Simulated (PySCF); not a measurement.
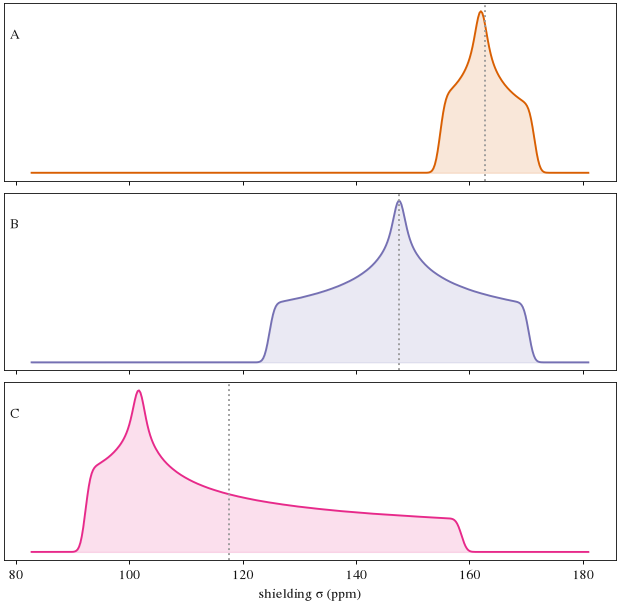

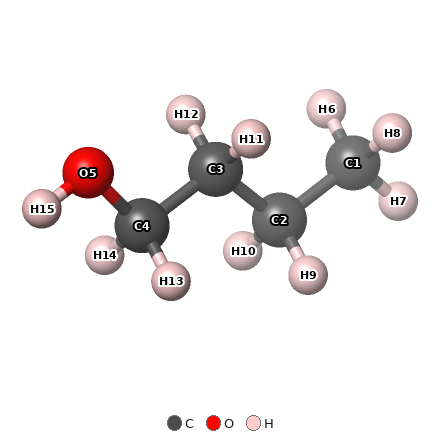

Static powder patterns (¹³C) from GIAO shielding tensors of C₄H₁₀O, SMILES CCCCO, PBE0/pcSseg-1 with PySCF 2.14.0, at a PBE0-D3(BJ)/def2-SVP geometry (no frequency check); absolute shielding, one fixed geometry of the isolated molecule without any motion, no dipolar terms. The dotted line is the isotropic value; skew is 3(σiso − σ22)/span.

The panels belong to C2, C3 and C4. Which is which?

Answer. panel A: C2, σ11, σ22, σ33 = 155, 162, 171 ppm, isotropic 163, span 17 ppm, skew 0.13; panel B: C3, σ11, σ22, σ33 = 125, 148, 170 ppm, isotropic 148, span 46 ppm, skew 0.00; panel C: C4, σ11, σ22, σ33 = 92, 102, 159 ppm, isotropic 118, span 66 ppm, skew 0.72.

Known limits of this run: one conformer of a flexible molecule.
